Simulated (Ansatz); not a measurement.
F

```
CELL_PARAMETERS angstrom
5.09965 0.00000 0.21305
0.00000 3.38131 0.00000
-0.30580 0.00000 6.71569
ATOMIC_POSITIONS crystal
F 0.25025 0.66007 0.59383
F 0.75025 0.16007 0.59383
F 0.24975 0.16007 0.90617
F 0.74975 0.66007 0.90617
F 0.24975 0.83993 0.40617
F 0.74975 0.33993 0.40617
F 0.25025 0.33993 0.09383
F 0.75025 0.83993 0.09383
```

Space group C2/c; a structure from a database of computed crystals, not necessarily the ambient phase; started from the database structure prototype, which need not be the ambient phase; changed on purpose from its base cell (hydrostatic strain +3.7%); not relaxed (largest force 1.0 eV/Å).

Method: Ansatz, DFT, HSE06, plane waves, PAW.

Q: What can the converged valence pseudo-density and electron localisation function tell about the bonding?

A: F–F (1.40 Å): the density is about 2.1 e/Å³ at the midpoint; the ELF peaks at about 0.65 between the atoms.

Q: Does the calculation make it a metal, or give it a gap?

A: It is gapped, with a Kohn–Sham gap of 6.3 eV on the k-point mesh (the band edges may lie off the mesh, which would make the gap smaller).

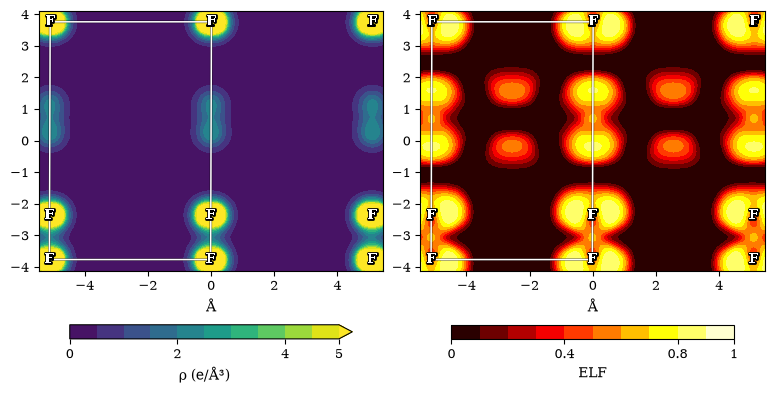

Computed valence pseudo-density and electron localisation function on the (011) plane of the conventional cell, in this order. Atoms just off the plane (F, 0.5 Å away) can leave unmarked features too.

The density is the valence pseudo-density of a PAW calculation; it isn't the true density close to the nuclei.
